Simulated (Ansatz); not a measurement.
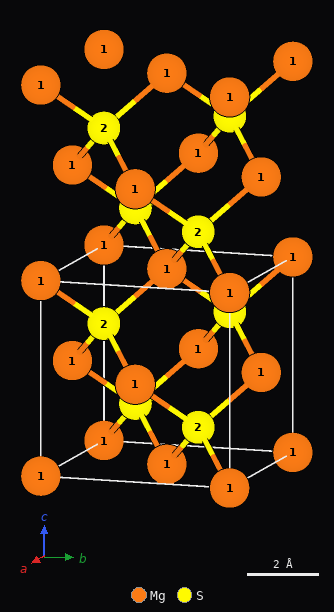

The starting point is solid MgS (built on the database structure type) at its r2SCAN-relaxed geometry. Style: ball-and-stick. Shown: the conventional cell (4 times the calculation's cell), repeated 1 × 1 × 2 with one cell outlined, slightly off an axis. Lengths and directions refer to the drawn axes.

Method: DFT, HSE06, plane waves, PAW (Ansatz). (plane-wave cutoff 420 eV; k-point mesh 6 × 6 × 6; occupations fixed; no spin polarisation)

Now this is done to it. The cell is strained by +0.5 % along [1 0 −1], −0.5 % along [1 0 1], none along the third axis (volume 0.0 %). The atoms were relaxed with r2SCAN under that strain, and this is a single point on that geometry.

Q: What is the effect?

A: The energy changes by less than 1 meV per atom. Pressure: 0.0 GPa before, 0.0 GPa after. The principal stresses (compression positive) are 0.4 GPa along [1 0 1], −0.3 GPa along [1 0 −1], none along the third axis. The forces stay under 0.01 eV/Å. The space group (tolerance 0.01 Å) goes from F-43m (No. 216) to Imm2 (No. 44).
